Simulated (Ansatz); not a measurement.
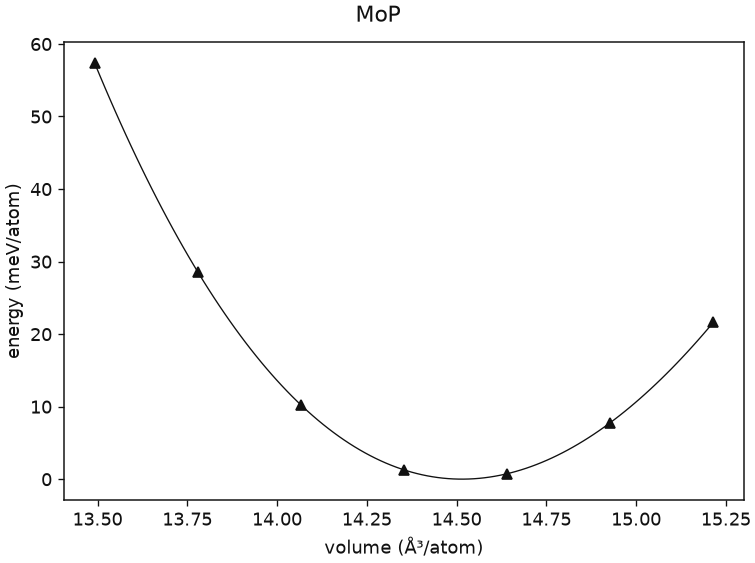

The plot gives the computed energy against volume for MoP, space group P-6m2 (No. 187).

Structure:
```yaml
crystal:
  lattice:
    - [3.22300, 0.00000, 0.00000]
    - [-1.61150, 2.79120, 0.00000]
    - [0.00000, 0.00000, 3.19100]
  atoms:
    - { symbol: Mo, position: [0.00000, 0.00000, 0.00000] }
    - { symbol: P, position: [0.33333, 0.66667, 0.50000] }
```

Method: plane-wave DFT, no spin polarisation; energies at scaled volumes of the given cell, shape and fractions fixed, counted from the fit's minimum, third-order Birch-Murnaghan fit (Ansatz 0.2.0). Level: PBE.

k mesh 10×10×8; occupations Fermi–Dirac; smearing width 0.05 eV; potentials Ansatz PAW; wave cutoff 420 eV; density cutoff 1680 eV.

This calculation gives: equilibrium volume 14.52 Å³/atom and bulk modulus 223 GPa.

Now the level changes from PBE to LDA. How do these quantities change?

The equilibrium volume falls from 14.52 to 13.91 Å³/atom (−4.2 %) and the bulk modulus rises from 223 to 251 GPa (+13 %). As usual, the local density approximation binds more tightly than this gradient-corrected functional.

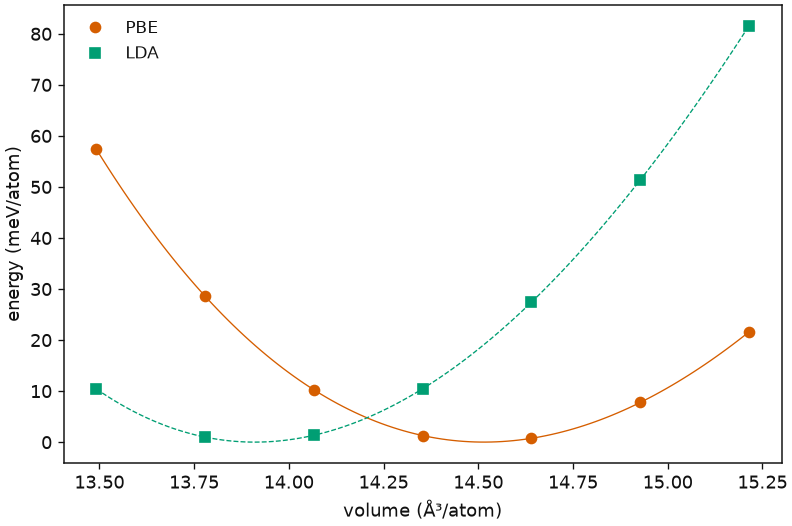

The two results together.

For both, limits of the calculation: shape and atomic fractions are frozen while scaling, which makes layered, chain and framework solids too stiff.

V0 and the bulk modulus come from third-order Birch–Murnaghan fits.
